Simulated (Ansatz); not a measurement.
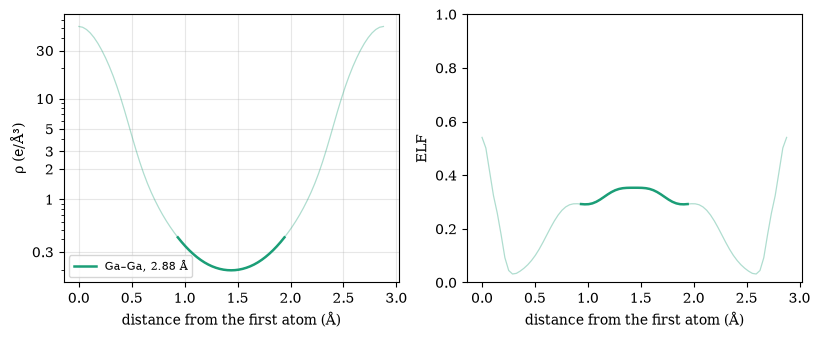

The picture shows: Ga. Valence charge density (pseudo) and ELF along straight lines between neighbouring atoms. Thin, pale parts lie inside the atomic spheres.

Space group P6₃/mmc.

Method: DFT PBEsol+D3(BJ), scalar-relativistic, plane waves, PAW (Ansatz 0.2.0).

Core electrons are frozen (PAW), and the valence fields are smoothed inside the atomic spheres.

```xyz
2
Lattice="2.8915 0.0000 0.0000 -1.4457 2.5041 0.0000 0.0000 0.0000 4.6883" Properties=species:S:1:pos:R:3 pbc="T T T"
Ga    1.4458    0.8347    3.5163
Ga    0.0000    1.6694    1.1721
```

What can be read from the curves?

Answer. Ga–Ga (2.88 Å): ρ at the midpoint is about 0.2 e/Å³; the ELF is about 0.35 at the midpoint.
